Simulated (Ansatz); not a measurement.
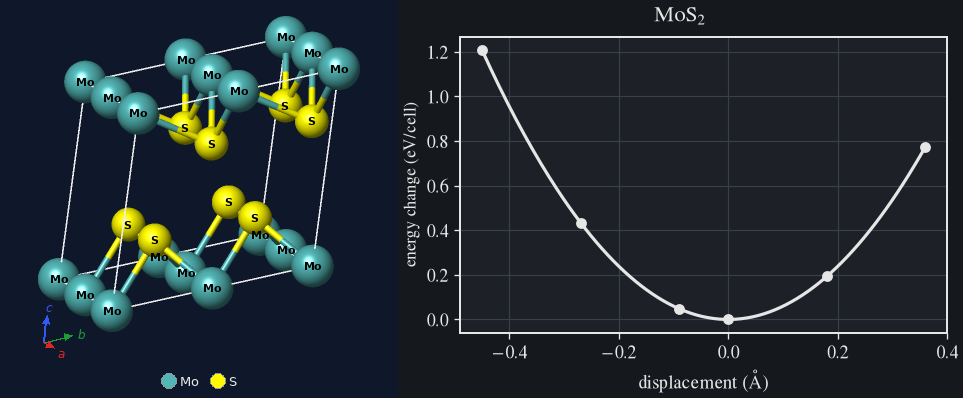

The picture above shows the energy change against displacement for MoS₂, space group R3m (No. 160). The cell is drawn beside the plot.

Structure:
```
CELL_PARAMETERS angstrom
-6.30590 0.00000 0.00000
-3.15295 -5.46107 0.00000
-3.15295 -1.82036 5.99653
ATOMIC_POSITIONS crystal
Mo 0.49998 0.49998 0.00005
Mo 0.99998 0.49998 0.00005
Mo 0.49998 0.99998 0.00005
Mo 0.99998 0.99998 0.00005
S 0.74644 0.74644 0.26068
S 0.24644 0.74644 0.26068
S 0.74644 0.24644 0.26068
S 0.24644 0.24644 0.26068
S 0.92028 0.92028 0.73917
S 0.42028 0.92028 0.73917
S 0.92028 0.42028 0.73917
S 0.42028 0.42028 0.73917
```

Calculation (Ansatz 0.2.0): one atom of a crystal moved along a line, all else fixed, by plane-wave density functional theory with PAW datasets, free energies less that of the undisturbed cell, pressure positive in compression; scalar-relativistic. Level: PBE with D3(BJ), no spin polarisation.

| setting | value |
| --- | --- |
| wave cutoff | 420 eV |
| k mesh | 6×6×6 |
| occupations | Gaussian |
| smearing width | 0.05 eV |
| k shift | (0, 0, 0) (mesh steps) |
| start | relaxed |
| moved atom | 5 |
| direction | (1, 0, 0) (Cartesian unit vector) |

From this curve and the settings, what does the calculation give for the force along the direction (sum over moved atoms), pressure and gap on the k mesh at the same points?

The force along the direction (sum over moved atoms) falls from 5.36 eV/Å at displacement −0.45 Å to −4.29 eV/Å at 0.36 Å, and changes sign near 0.00 Å. The pressure goes from 1.944 GPa at displacement −0.45 Å to 1.258 GPa at 0.36 Å, not monotonically, with a low of 0.012 GPa at 0.00 Å. The gap on the k mesh stays open and runs from 0.712 eV at displacement −0.45 Å to 0.739 eV at 0.36 Å, with its largest value, 0.789 eV, at 0.00 Å.

```
displacement (Å)  force along the direction (sum over moved atoms) (eV/Å)  pressure (GPa)  gap on the k mesh (eV)
           -0.45                                                     5.36           1.944                   0.712
           -0.27                                                     3.22           0.717                   0.752
           -0.09                                                     1.07           0.090                   0.776
            0.00                                                     0.00           0.012                   0.789
            0.18                                                    -2.14           0.326                   0.763
            0.36                                                    -4.29           1.258                   0.739
```
